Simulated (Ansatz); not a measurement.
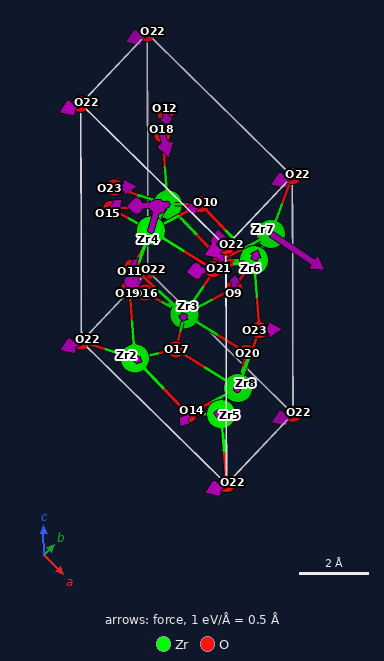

Starting geometry of a defect cell of composition Zr8O15 (cell charge +2) with the computed forces as purple arrows. Style: ball-and-stick. Shown: the cell of the calculation, reduced to other axes (origin shifted), slightly off an axis. Lengths and directions refer to the drawn axes.

The calculation used DFT, PBE, plane-wave PAW, default files, scalar-relativistic in Ansatz 0.2.0.

The input:
```yaml
crystal:
  lattice:
    - [-0.8477618041, 5.2023, 5.2551587544]
    - [4.3009381959, 0.0, 5.2551587544]
    - [5.1487, 5.2023, 0.0]
  atoms:
    - { symbol: Zr, position: [0.98625, 0.22275, 0.05345] }
    - { symbol: Zr, position: [0.48625, 0.72275, 0.55345] }
    - { symbol: Zr, position: [0.05345, 0.23755, 0.48625] }
    - { symbol: Zr, position: [0.55345, 0.73755, 0.98625] }
    - { symbol: Zr, position: [0.51375, 0.27725, 0.44655] }
    - { symbol: Zr, position: [0.01375, 0.77725, 0.94655] }
    - { symbol: Zr, position: [0.44655, 0.26245, 0.01375] }
    - { symbol: Zr, position: [0.94655, 0.76245, 0.51375] }
    - { symbol: O, position: [0.39305, 0.08615, 0.36285] }
    - { symbol: O, position: [0.89305, 0.58615, 0.86285] }
    - { symbol: O, position: [0.86285, 0.15795, 0.39305] }
    - { symbol: O, position: [0.36285, 0.65795, 0.89305] }
    - { symbol: O, position: [0.10695, 0.41385, 0.13715] }
    - { symbol: O, position: [0.60695, 0.91385, 0.63715] }
    - { symbol: O, position: [0.63715, 0.34205, 0.10695] }
    - { symbol: O, position: [0.13715, 0.84205, 0.60695] }
    - { symbol: O, position: [0.8042, 0.5421, 0.5273] }
    - { symbol: O, position: [0.0273, 0.1264, 0.8042] }
    - { symbol: O, position: [0.5273, 0.6264, 0.3042] }
    - { symbol: O, position: [0.1958, 0.4579, 0.4727] }
    - { symbol: O, position: [0.6958, 0.9579, 0.9727] }
    - { symbol: O, position: [0.4727, 0.3736, 0.6958] }
    - { symbol: O, position: [0.9727, 0.8736, 0.1958] }
total_charge: 2
kpoints:
  mp_grid: { grid: [3, 3, 3] }
scf:
  occupations: { method: fermi_dirac, width: 0.01 }
hamiltonian:
  xc: pbe
  pseudopotentials: { kind: paw }
output:
  forces: true
  stress: true
  populations: true
  efg:
    quadrupole_moments_barn: { Zr: -0.176, O: -0.02558 }
    contact_densities: true
  write_density: true
  write_potential: true
  elf: true
  volumetric_format: npy
relax:
  f_tol: 0.03
  max_steps: 40
```

Command:
```bash
ansatz run input.yaml --threads 1 --pin off --max-ram 3072MiB --backend cpu --events-out ev --progress --plain --runs-dir out
```

### What follows when this structure is relaxed?

It isn't relaxed: the largest force vector, on Zr7, is 3.88 eV/Å. The final displacements follow the starting forces only in part (cosine between the two patterns 0.52). The energy falls by 1.761 eV per cell of the calculation in 6 geometry steps. Largest force component: 3.3 eV/Å at the start, 0.01 eV/Å at the end. The largest move is that of O23, 0.42 Å roughly along [3 3 1]. Largest moves by element: O 0.42 Å, Zr 0.18 Å. The cell doesn't change. Some distances before and after: Zr1–Zr7 3.446 → 3.717 Å, Zr6–O13 2.152 → 2.379 Å, Zr4–Zr7 3.346 → 3.542 Å, Zr1–Zr4 3.456 → 3.261 Å. Bond angles that change, for instance: Zr1–O13–Zr7 101.8° → 124.8°, O13–Zr7–O21 144.7° → 126.0°, Zr3–O13–Zr6 132.8° → 116.8°. Cost: 3.2 min on 1 thread of AMD EPYC 9R45 96-Core Processor (Zen 5) (shared host), peak memory 0.91 GiB.

Limits of the set-up: the periodic images lie only 6.8 Å apart, so the values are limited by the cell's size; the cell is charged, on a uniform background, and energies carry no finite-size correction.
